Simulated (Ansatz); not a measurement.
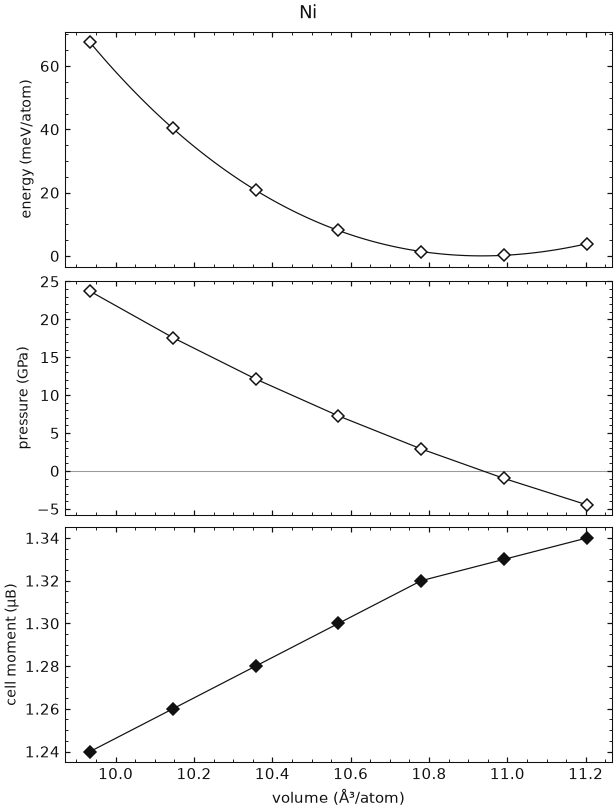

**Figure.** Energy, pressure and cell moment against volume for Ni, space group P6_3/mmc (No. 194).

A third-order Birch–Murnaghan fit gives V0 = 10.94 Å³/atom, B0 = 196 GPa and B′ = 4.8. The energy is 67.48 meV/atom at volume 9.93 Å³/atom and 3.82 meV/atom at 11.20 Å³/atom; the lowest computed point is at volume 10.99 Å³/atom (0.18 meV/atom), in a single well. The pressure falls from 23.70 GPa at volume 9.93 Å³/atom to −4.47 GPa at 11.20 Å³/atom, and changes sign near 10.94 Å³/atom. The cell moment rises from 1.24 μB at volume 9.93 Å³/atom to 1.34 μB at 11.20 Å³/atom.

Computed with Ansatz 0.2.0: all-electron LAPW DFT, collinear spins; energies at scaled volumes of the given cell, shape and fractions fixed, counted from the fit's minimum, third-order Birch-Murnaghan fit. Level: PBE, collinear spin.

| setting | value |
| --- | --- |
| k mesh | 12×12×7 |
| occupations | Fermi–Dirac |
| smearing width | 0.05 eV |
| potentials | all electron LAPW, scalar relativistic |
| program settings | basis error eV/atom 0.0005 |

Cell as given: a = 2.448 Å, b = 2.448 Å, c = 4.073 Å, α = 90.00°, β = 90.00°, γ = 120.00°; 2 atoms.

Keep in mind: shape and atomic fractions are frozen while scaling, which makes layered, chain and framework solids too stiff.
